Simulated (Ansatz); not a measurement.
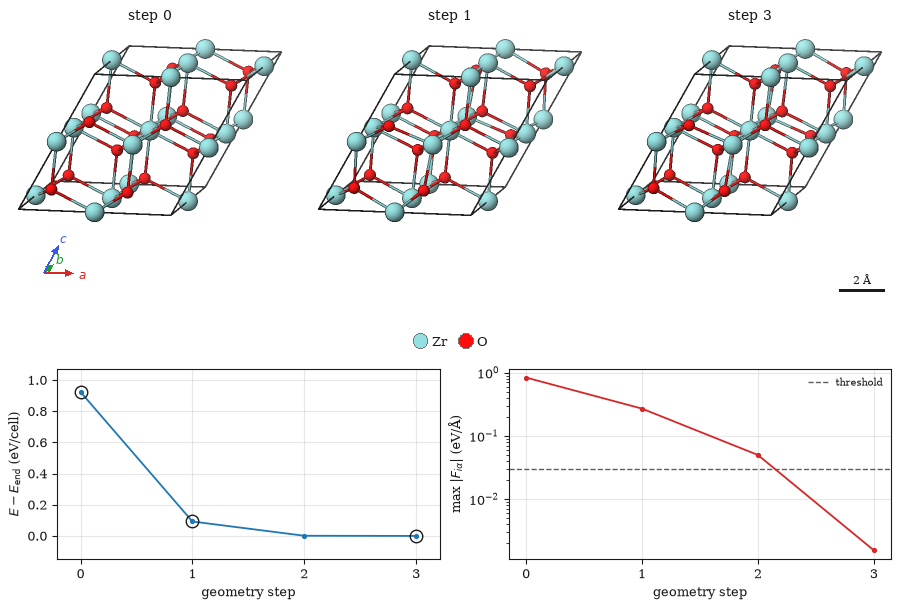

Frames of a relaxation of a defect cell of composition Zr7O16 (cell charge −2), marked on the history of the run. Style: ball-and-stick. Shown: the cell of the calculation, from a free direction.

All numbers below come from DFT, PBE, plane-wave PAW, default files, scalar-relativistic in Ansatz. Set-up: plane-wave cutoff 420 eV; k-point mesh 3 × 3 × 3; occupations fermi dirac; smearing width 0.01 eV; collinear spin; atoms relaxed in a fixed cell; force threshold 0.03 eV/Å; at most 40 steps.

**Describe the path.**

The largest moves, 0.15 Å, are those of O atoms. Zr stays in place. The cell doesn't change. Among the contacts that change: O–Zr 2.195 → 2.145 Å, O–Zr 2.195 → 2.213 Å. Bond angles that change, for instance: Zr–O–Zr 109.5° → 112.9°. Over 3 geometry steps the energy falls by 0.924 eV per cell of the calculation. The largest force component goes from 0.84 to 0.0016 eV/Å. Cost: 65 s on 1 thread of Intel(R) Xeon(R) Platinum 8488C (Sapphire Rapids), with other jobs on the host, peak memory 0.83 GiB. From step 0 to 1: O atoms move most (0.19 Å), energy −0.831 eV per cell of the calculation. From step 1 to 3: O atoms move most (0.04 Å), energy −92.7 meV per cell of the calculation.

Limits of the set-up: the periodic images lie only 7.2 Å apart, so the values are limited by the cell's size; the cell is charged, on a uniform background, and energies carry no finite-size correction.
